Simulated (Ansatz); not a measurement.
CO2: geometry relaxation (part 2 of 3)

The same run, continued: CO2 (6 atoms in the cell); DFT PBE+D3(BJ), scalar-relativistic, plane waves, PAW, no spin polarisation (Ansatz 0.2.0); cutoff 420 eV, 6×6×4 k-mesh, Gaussian smearing of 0.02 eV. The structure derives from a Materials Project entry.

Geometry of the input (Å; fractional positions):
```
2.6359  -2.3874  0.0000
2.6359  2.3874  0.0000
0.0000  0.0000  6.5872
C  0.0000  0.0000  0.0000
C  0.5000  0.5000  0.5000
O  0.8065  0.1935  0.8918
O  0.1935  0.8065  0.1082
O  0.6935  0.3065  0.3918
O  0.3065  0.6935  0.6082
```

Output, continued
```
relax step  17: F+E_penalty+E_count = -2770.18207564 eV  Δ(F+E_penalty+E_count) = +2.297e-3 eV  max|allowed force component| = 2.899e-3 eV/Å  Δτ_max = 0.0013 Å  P = +0.004 GPa  Ω = 94.718 Å³  energy of the carried Pulay correction = -2.474e-3 eV  (5 SCF iters, dr2 threshold 2.70e-8 eV, accepted)
Crystal: 6 atoms, lattice volume = 94.756 Å³
preconditioner: auto → Resta (q_TF=auto, 2.277 Å⁻¹)  ε∞=2.9  [insulator: Δε(μ)=6.532 eV  Ē_g=15.847 eV  σ=0.020 eV  W_gap=1.00  n_scr=18 (ndim 8)  ℏωp=21.6 eV  f_vac=0.222  D(μ)=0.00/eV (n_scr^D=0)  ε∞_Penn≈2.9]
SCF 18 converged in 7 iterations: F = -2770.181880 eV  dr2 = 3.81e-12
relax step  18: F+E_penalty+E_count = -2770.18188018 eV  Δ(F+E_penalty+E_count) = +1.955e-4 eV  max|allowed force component| = 5.626e-4 eV/Å  Δτ_max = 0.0017 Å  P = -0.005 GPa  Ω = 94.756 Å³  energy of the carried Pulay correction = -2.689e-3 eV  (7 SCF iters, accepted)
iter 1 solved again at ethr=4.40e-8 eV; its pass at ethr=3.10e-3 eV (dr2=1.41e-5 eV) is discarded
SCF iter   1: F=—  HF=-2770.184357 eV  |F-HF|=—  |Δ(HF+E_count)|=         —  Δρ=8.34e-5  dr2=5.56e-7  ethr=4.40e-8  ⟨swp⟩=3.4  Hψ=6805  notcnv=0
preconditioner: auto → Resta (q_TF=auto, 2.277 Å⁻¹)  ε∞=2.9  [insulator: Δε(μ)=6.533 eV  Ē_g=15.846 eV  σ=0.020 eV  W_gap=1.00  n_scr=18 (ndim 8)  ℏωp=21.6 eV  f_vac=0.222  D(μ)=0.00/eV (n_scr^D=0)  ε∞_Penn≈2.9]
SCF iter   2: F=—  HF=-2770.184414 eV  |F-HF|=—  |Δ(HF+E_count)|=   5.77e-5  Δρ=4.15e-5  dr2=1.41e-7  ethr=1.74e-9  ⟨swp⟩=2.0  Hψ=1325  notcnv=0
SCF iter   3: F=—  HF=-2770.184454 eV  |F-HF|=—  |Δ(HF+E_count)|=   4.02e-5  Δρ=1.01e-5  dr2=3.69e-8  ethr=4.42e-10  ⟨swp⟩=2.0  Hψ=1459  notcnv=0
SCF iter   4: F=—  HF=-2770.184456 eV  |F-HF|=—  |Δ(HF+E_count)|=   1.14e-6  Δρ=1.61e-6  dr2=7.37e-10  ethr=1.15e-10  ⟨swp⟩=2.0  Hψ=1405  notcnv=0
SCF iter   5: F=-2770.184456 eV  HF=-2770.184456 eV  |F-HF|=1.40e-10  |Δ(HF+E_count)|=   2.32e-8  Δρ=1.84e-7  dr2=1.74e-11  ethr=1.00e-12  ⟨swp⟩=3.0  Hψ=3590  notcnv=0
SCF 19 converged in 5 iterations: F = -2770.184456 eV  dr2 = 1.74e-11
relax step  19: F+E_penalty+E_count = -2770.18445563 eV  Δ(F+E_penalty+E_count) = -2.575e-3 eV  max|allowed force component| = 4.339e-4 eV/Å  Δτ_max = 0.0000 Å  P = +0.005 GPa  Ω = 94.756 Å³  stress off target by 4.89e-2 GPa  SCF on the basis re-selected at this cell (its energy is not comparable with the rows above)  (5 SCF iters)
```

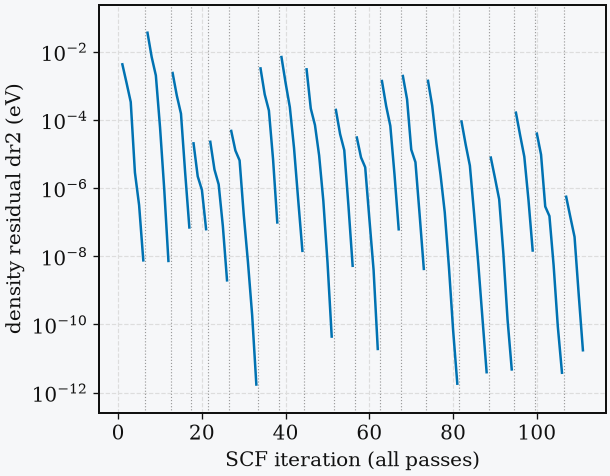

**Figure 1.** Convergence of the self-consistent field: density residual dr2 against the SCF iteration. The dotted lines part the SCF passes of the relaxation: geometry steps, rejected trials and re-solves on a re-selected basis. The 19 passes take 4 to 8 iterations each, 111 in all.

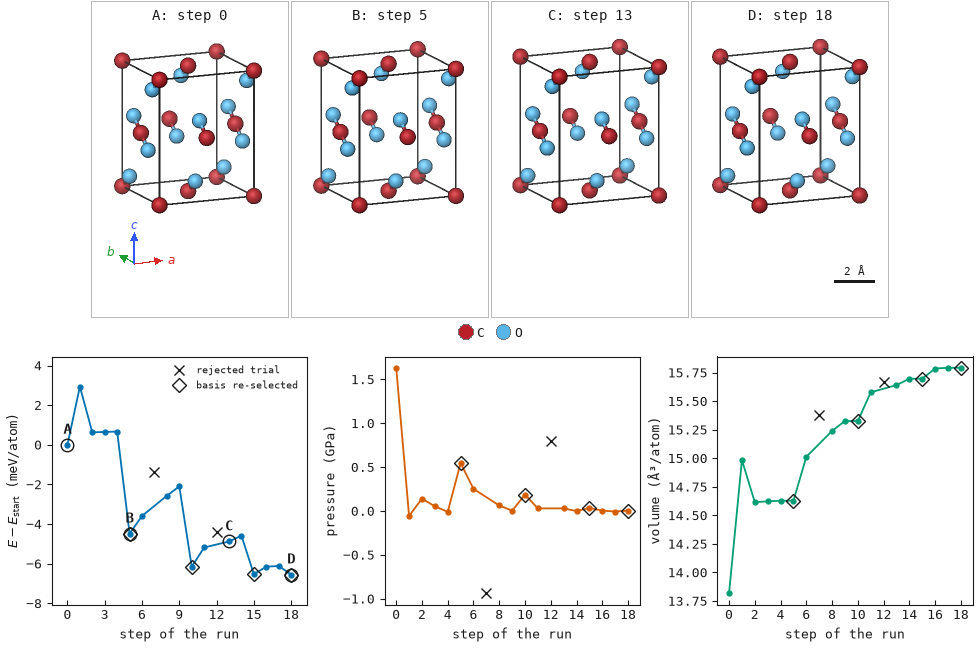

**Figure 2.** Frames of the relaxation (ball-and-stick view of the cell 2 times as large as that of the calculation, set on its symmetry axes, seen slightly off an axis) above the curves, on which the letters mark them (the first geometry is step 0 here and step 1 in the log).

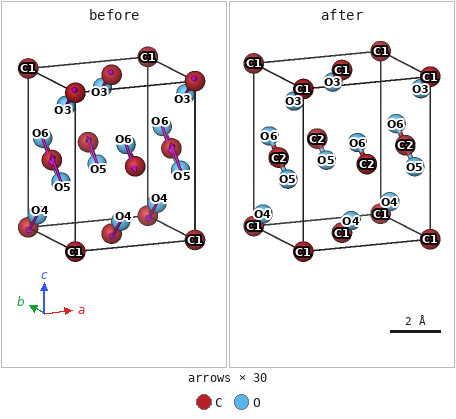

**Figure 3.** Before (left) and after (right) the relaxation, at one scale (ball-and-stick view of the cell 2 times as large as that of the calculation, set on its symmetry axes, seen slightly off an axis). The pink arrows give the displacements (without the part carried along by the change of the cell), magnified 30 times. The largest moves relative to the cell, 0.047 Å, are those of O3, O4, O5 and O6. C stays in place. Cell: a 5.272 → 5.591 Å (+6.1 %), b 4.775 → 5.027 Å (+5.3 %), c 6.587 → 6.743 Å (+2.4 %). Volume +14.3 %. The space group stays Cmce (No. 64). The energy falls by 6.1 meV per atom in 14 geometry steps. The largest force component goes from 0.12 to 0.00043 eV/Å. The pressure goes from 1.63 to 0.00 GPa. The line search rejected the trial steps at points 7, 12 (counted from 0) and went back. The basis was re-selected 3 times at an unchanged geometry, which shifts the energy a little without any move. The energy change given includes the shifts at the re-selections in mid-walk, which come without any move. A last SCF at the same geometry on a re-selected plane-wave basis shifts the energy by −0.4 meV per atom. (Atoms are counted from 1 in the order of the input.)

```
basis re-selected at this cell: Δ(F+E_penalty+E_count) = -2.575e-3 eV, ΔP = +0.010 GPa vs the last step (what re-selecting the basis moved, of the pressure what is left beyond the Pulay correction that the steps carried, after the strain that the cell walked since its last selection, with what the two solves' SCF thresholds leave and, on support functions, any second-order correction that the steps lacked; it is no measure of the basis error at this ecutwfc). This SCF's stress stands 4.89e-2 GPa from its target on what of the cell is left free (relax.cell.stress_tol is 5.00e-2 GPa) and its largest allowed force component is 4.34e-4 eV/Å (relax.f_tol is 5.00e-3 eV/Å): within both
SCF converged after 5 iterations
Free energy (F): -2770.184456 eV
Harris-Foulkes:  -2770.184456 eV  (|F-HF|=1.40e-10)
Internal energy: -2770.184456 eV  (E = F + TS)
E sigma→0 (E₀):  -2770.184456 eV
Fermi energy:    0.816598 eV
--- Per-component energies (eV) ---
  E_band       = -310.873810
  E_kinetic    = 870.167441
  E_local      = -2474.729927  (includes V_loc(G=0)·N_el)
  E_nonlocal   = 249.916701
  E_hartree    = 842.541904
  E_xc         = -382.858431
  E_vxc        = -483.840678  (∫ρ·V_xc dr)
  E_paw        = -831.662102  (= ΣΔE_a)
  E_vpaw       = -157.480990  (= ΣTr[D̂ρ^β])
  E_aug_tail   = 0.009815  (compensation charges beyond the density's cutoff)
  E_ewald      = -1043.183709
  E_disp       = -0.386148  (pairwise vdW)
  E_smearing   = -0.000000  (= −TS)
  E_closure    = 0.000000  (closes the sum)
  Σ components = -2770.184456   (vs F -2770.184456, Δ=0.00e0)
--- Forces (eV/Å), atoms counted from 1 ---
  atom   1  C      0.00000000    -0.00000000     0.00000000
  atom   2  C      0.00000000     0.00000000     0.00000000
  atom   3  O      0.00000000     0.00043393    -0.00030984
  atom   4  O     -0.00000000    -0.00043393     0.00030984
  atom   5  O     -0.00000000    -0.00043393    -0.00030984
  atom   6  O      0.00000000     0.00043393     0.00030984
  max |Σ_I F_I| component: 2.37e-30 eV/Å
--- Stress (GPa, compression-positive) ---
        0.048947       0.000000       0.000000
        0.000000       0.001219      -0.000000
        0.000000      -0.000000      -0.036594
  P = ⅓ Tr σ = 0.0045 GPa (0.045 kbar)
--- Band table (eV; the first three rows and the last of 39) ---
  k-point 0: bands = ["-23.0124", "-22.9003", "-21.8994", "-21.8549", "-7.6905", "-7.6739", "-7.1550", "-6.4923", "-6.0359", "-6.0321", "-5.9923", "-5.9740", "-3.2109", "-3.1566", "-2.9422", "-2.8436", "4.0833", "4.9588", "5.4416", "5.5176", "6.2049", "6.9456"]
  k-point 1: bands = ["-22.9968", "-22.9177", "-21.8919", "-21.8605", "-7.7296", "-7.7213", "-6.9668", "-6.4618", "-6.1042", "-6.0742", "-6.0270", "-5.9835", "-3.1720", "-3.1076", "-2.9822", "-2.8842", "4.3592", "5.0350", "5.4289", "5.5598", "6.0713", "6.2581"]
  k-point 2: bands = ["-22.9582", "-22.9582", "-21.8753", "-21.8753", "-7.7593", "-7.7593", "-6.6154", "-6.6154", "-6.1646", "-6.1646", "-6.0057", "-6.0057", "-3.0778", "-3.0778", "-2.9922", "-2.9922", "5.1349", "5.1349", "5.2257", "5.2257", "5.8389", "5.8389"]
  k-point 38: bands = ["-22.8295", "-22.8295", "-21.9328", "-21.9328", "-7.9107", "-7.9107", "-6.8979", "-6.8979", "-6.5316", "-6.5316", "-6.3730", "-6.3730", "-2.9435", "-2.9435", "-2.6564", "-2.6564", "5.9287", "5.9287", "6.3344", "6.3344", "8.4960", "8.4960"]
--- Relaxed structure (15 steps of the walk, 13 accepted, 4 SCFs on fresh bases) ---
  F+E_penalty+E_count = -2770.18445563 eV   max|allowed force component| = 4.339e-4 eV/Å   (the final SCF, on the basis selected at the relaxed cell)
  cell:  # Å, volume = 94.7562 Å³
    - [2.7955699066782542, -2.5133408962358676, -1.0128225211747876e-17]
    - [2.7955699066782542, 2.5133408962358676, 1.0128225211747965e-17]
    - [1.112869039514465e-31, 2.7945464708227844e-17, 6.743043313171647]
  atoms:
    - { symbol: C, position: [-1.324572890203103e-20, 1.3245728902031069e-20, -2.7432148766315986e-21] }
    - { symbol: C, position: [0.5, 0.5, 0.5] }
    - { symbol: O, position: [0.8132775580590446, 0.18672244194095539, 0.896618704123679] }
    - { symbol: O, position: [0.18672244194095539, 0.8132775580590446, 0.10338129587632103] }
    - { symbol: O, position: [0.6867224419409554, 0.31327755805904456, 0.396618704123679] }
    - { symbol: O, position: [0.31327755805904456, 0.6867224419409554, 0.6033812958763209] }
```

Trajectory as extended XYZ (Å, eV, eV/Å), 19 frames, from step=1 to step=19
```
6
Lattice="2.6359 -2.3874 0.0000 2.6359 2.3874 0.0000 0.0000 0.0000 6.5872" Properties=species:S:1:pos:R:3:forces:R:3 step=1 energy=-2770.14518 pressure_GPa=1.63
C     0.0000    0.0000    0.0000    0.0000   0.0000   0.0000
C     2.6359    0.0000    3.2936    0.0000   0.0000   0.0000
O     2.6359   -1.4635    5.8747    0.0000   0.1225  -0.0893
O     2.6359    1.4635    0.7124    0.0000  -0.1225   0.0893
O     2.6359   -0.9239    2.5811    0.0000  -0.1225  -0.0893
O     2.6359    0.9239    4.0060    0.0000   0.1225   0.0893
6
Lattice="2.7136 -2.4570 0.0000 2.7136 2.4570 0.0000 0.0000 0.0000 6.7423" Properties=species:S:1:pos:R:3:forces:R:3 step=2 energy=-2770.12756 pressure_GPa=-0.06
C     0.0000    0.0000    0.0000    0.0000   0.0000   0.0000
C     2.7136    0.0000    3.3712    0.0000   0.0000   0.0000
O     2.7136   -1.5299    6.0330    0.0000   0.1313  -0.1003
O     2.7136    1.5299    0.7093    0.0000  -0.1313   0.1003
O     2.7136   -0.9270    2.6618    0.0000  -0.1313  -0.1003
O     2.7136    0.9270    4.0805    0.0000   0.1313   0.1003
6
Lattice="2.6876 -2.4418 0.0000 2.6876 2.4418 0.0000 0.0000 0.0000 6.6814" Properties=species:S:1:pos:R:3:forces:R:3 step=3 energy=-2770.14142 pressure_GPa=0.14
C     0.0000    0.0000    0.0000    0.0000   0.0000   0.0000
C     2.6876    0.0000    3.3407    0.0000   0.0000   0.0000
O     2.6876   -1.5132    5.9725    0.0000   0.0352  -0.0273
O     2.6876    1.5132    0.7089    0.0000  -0.0352   0.0273
O     2.6876   -0.9286    2.6318    0.0000  -0.0352  -0.0273
O     2.6876    0.9286    4.0496    0.0000   0.0352   0.0273
6
Lattice="2.6889 -2.4447 0.0000 2.6889 2.4447 0.0000 0.0000 0.0000 6.6737" Properties=species:S:1:pos:R:3:forces:R:3 step=4 energy=-2770.14129 pressure_GPa=0.05
C     0.0000    0.0000    0.0000    0.0000   0.0000   0.0000
C     2.6889    0.0000    3.3369    0.0000   0.0000   0.0000
O     2.6889   -1.5159    5.9647    0.0000   0.0135  -0.0097
O     2.6889    1.5159    0.7091    0.0000  -0.0135   0.0097
O     2.6889   -0.9288    2.6278    0.0000  -0.0135  -0.0097
O     2.6889    0.9288    4.0460    0.0000   0.0135   0.0097
6
Lattice="2.6896 -2.4471 0.0000 2.6896 2.4471 0.0000 0.0000 0.0000 6.6677" Properties=species:S:1:pos:R:3:forces:R:3 step=5 energy=-2770.14118 pressure_GPa=-0.01
C     0.0000    0.0000    0.0000    0.0000   0.0000   0.0000
C     2.6896    0.0000    3.3339    0.0000   0.0000   0.0000
O     2.6896   -1.5170    5.9601    0.0000  -0.0024   0.0015
O     2.6896    1.5170    0.7077    0.0000   0.0024  -0.0015
O     2.6896   -0.9301    2.6262    0.0000   0.0024   0.0015
O     2.6896    0.9301    4.0415    0.0000  -0.0024  -0.0015
6
Lattice="2.6896 -2.4471 0.0000 2.6896 2.4471 0.0000 0.0000 0.0000 6.6677" Properties=species:S:1:pos:R:3:forces:R:3 step=6 energy=-2770.17209 pressure_GPa=0.55
C     0.0000    0.0000    0.0000    0.0000   0.0000   0.0000
C     2.6896    0.0000    3.3339    0.0000   0.0000   0.0000
O     2.6896   -1.5170    5.9601    0.0000  -0.0046   0.0023
O     2.6896    1.5170    0.7077    0.0000   0.0046  -0.0023
O     2.6896   -0.9301    2.6262    0.0000   0.0046   0.0023
O     2.6896    0.9301    4.0415    0.0000  -0.0046  -0.0023
6
Lattice="2.7247 -2.4693 0.0000 2.7247 2.4693 0.0000 0.0000 0.0000 6.6941" Properties=species:S:1:pos:R:3:forces:R:3 step=7 energy=-2770.16673 pressure_GPa=0.25
C     0.0000    0.0000    0.0000    0.0000   0.0000   0.0000
C     2.7247    0.0000    3.3470    0.0000   0.0000   0.0000
O     2.7247   -1.5384    5.9873    0.0000   0.0034  -0.0005
O     2.7247    1.5384    0.7068    0.0000  -0.0034   0.0005
O     2.7247   -0.9309    2.6403    0.0000  -0.0034  -0.0005
O     2.7247    0.9309    4.0538    0.0000   0.0034   0.0005
6
Lattice="2.7570 -2.4886 0.0000 2.7570 2.4886 0.0000 0.0000 0.0000 6.7230" Properties=species:S:1:pos:R:3:forces:R:3 step=8 energy=-2770.15346 pressure_GPa=-0.94 accepted=F
C     0.0000    0.0000    0.0000    0.0000   0.0000   0.0000
C     2.7570    0.0000    3.3615    0.0000   0.0000   0.0000
O     2.7570   -1.5475    6.0239    0.0000  -0.2714   0.1983
O     2.7570    1.5475    0.6991    0.0000   0.2714  -0.1983
O     2.7570   -0.9411    2.6624    0.0000   0.2714   0.1983
O     2.7570    0.9411    4.0605    0.0000  -0.2714  -0.1983
6
Lattice="2.7405 -2.4808 0.0000 2.7405 2.4808 0.0000 0.0000 0.0000 6.7248" Properties=species:S:1:pos:R:3:forces:R:3 step=9 energy=-2770.16061 pressure_GPa=0.06
C     0.0000    0.0000    0.0000    0.0000   0.0000   0.0000
C     2.7405    0.0000    3.3624    0.0000   0.0000   0.0000
O     2.7405   -1.5493    6.0185    0.0000  -0.0003   0.0018
O     2.7405    1.5493    0.7063    0.0000   0.0003  -0.0018
O     2.7405   -0.9315    2.6561    0.0000   0.0003   0.0018
O     2.7405    0.9315    4.0687    0.0000  -0.0003  -0.0018
6
Lattice="2.7458 -2.4867 0.0000 2.7458 2.4867 0.0000 0.0000 0.0000 6.7338" Properties=species:S:1:pos:R:3:forces:R:3 step=10 energy=-2770.15776 pressure_GPa=0.00
C     0.0000    0.0000    0.0000    0.0000   0.0000   0.0000
C     2.7458    0.0000    3.3669    0.0000   0.0000   0.0000
O     2.7458   -1.5539    6.0293    0.0000   0.0013  -0.0010
O     2.7458    1.5539    0.7045    0.0000  -0.0013   0.0010
O     2.7458   -0.9329    2.6624    0.0000  -0.0013  -0.0010
O     2.7458    0.9329    4.0714    0.0000   0.0013   0.0010
6
Lattice="2.7458 -2.4867 0.0000 2.7458 2.4867 0.0000 0.0000 0.0000 6.7338" Properties=species:S:1:pos:R:3:forces:R:3 step=11 energy=-2770.18208 pressure_GPa=0.19
C     0.0000    0.0000    0.0000    0.0000   0.0000   0.0000
C     2.7458    0.0000    3.3669    0.0000   0.0000   0.0000
O     2.7458   -1.5539    6.0293    0.0000  -0.0003  -0.0001
O     2.7458    1.5539    0.7045    0.0000   0.0003   0.0001
O     2.7458   -0.9329    2.6624    0.0000   0.0003  -0.0001
O     2.7458    0.9329    4.0714    0.0000  -0.0003   0.0001
6
Lattice="2.7687 -2.5027 0.0000 2.7687 2.5027 0.0000 0.0000 0.0000 6.7443" Properties=species:S:1:pos:R:3:forces:R:3 step=12 energy=-2770.17627 pressure_GPa=0.03
C     0.0000    0.0000    0.0000    0.0000   0.0000   0.0000
C     2.7687    0.0000    3.3721    0.0000   0.0000   0.0000
O     2.7687   -1.5700    6.0392    0.0000  -0.0074   0.0084
O     2.7687    1.5700    0.7051    0.0000   0.0074  -0.0084
O     2.7687   -0.9327    2.6671    0.0000   0.0074   0.0084
O     2.7687    0.9327    4.0772    0.0000  -0.0074  -0.0084
6
Lattice="2.7805 -2.5058 0.0000 2.7805 2.5058 0.0000 0.0000 0.0000 6.7471" Properties=species:S:1:pos:R:3:forces:R:3 step=13 energy=-2770.17170 pressure_GPa=0.79 accepted=F
C     0.0000    0.0000    0.0000    0.0000   0.0000   0.0000
C     2.7805    0.0000    3.3735    0.0000   0.0000   0.0000
O     2.7805   -1.5673    6.0547    0.0000   0.2396  -0.1816
O     2.7805    1.5673    0.6924    0.0000  -0.2396   0.1816
O     2.7805   -0.9385    2.6812    0.0000  -0.2396  -0.1816
O     2.7805    0.9385    4.0659    0.0000   0.2396   0.1816
6
Lattice="2.7746 -2.5061 0.0000 2.7746 2.5061 0.0000 0.0000 0.0000 6.7481" Properties=species:S:1:pos:R:3:forces:R:3 step=14 energy=-2770.17445 pressure_GPa=0.03
C     0.0000    0.0000    0.0000    0.0000   0.0000   0.0000
C     2.7746    0.0000    3.3741    0.0000   0.0000   0.0000
O     2.7746   -1.5714    6.0459    0.0000   0.0014   0.0000
O     2.7746    1.5714    0.7022    0.0000  -0.0014   0.0000
O     2.7746   -0.9347    2.6718    0.0000  -0.0014   0.0000
O     2.7746    0.9347    4.0763    0.0000   0.0014   0.0000
6
Lattice="2.7801 -2.5087 0.0000 2.7801 2.5087 0.0000 0.0000 0.0000 6.7519" Properties=species:S:1:pos:R:3:forces:R:3 step=15 energy=-2770.17270 pressure_GPa=-0.00
C     0.0000    0.0000    0.0000    0.0000   0.0000   0.0000
C     2.7801    0.0000    3.3760    0.0000   0.0000   0.0000
O     2.7801   -1.5727    6.0513    0.0000   0.0001   0.0001
O     2.7801    1.5727    0.7006    0.0000  -0.0001  -0.0001
O     2.7801   -0.9360    2.6754    0.0000  -0.0001   0.0001
O     2.7801    0.9360    4.0766    0.0000   0.0001  -0.0001
6
Lattice="2.7801 -2.5087 0.0000 2.7801 2.5087 0.0000 0.0000 0.0000 6.7519" Properties=species:S:1:pos:R:3:forces:R:3 step=16 energy=-2770.18437 pressure_GPa=0.04
C     0.0000    0.0000    0.0000    0.0000   0.0000   0.0000
C     2.7801    0.0000    3.3760    0.0000   0.0000   0.0000
O     2.7801   -1.5727    6.0513    0.0000  -0.0005   0.0003
O     2.7801    1.5727    0.7006    0.0000   0.0005  -0.0003
O     2.7801   -0.9360    2.6754    0.0000   0.0005   0.0003
O     2.7801    0.9360    4.0766    0.0000  -0.0005  -0.0003
```
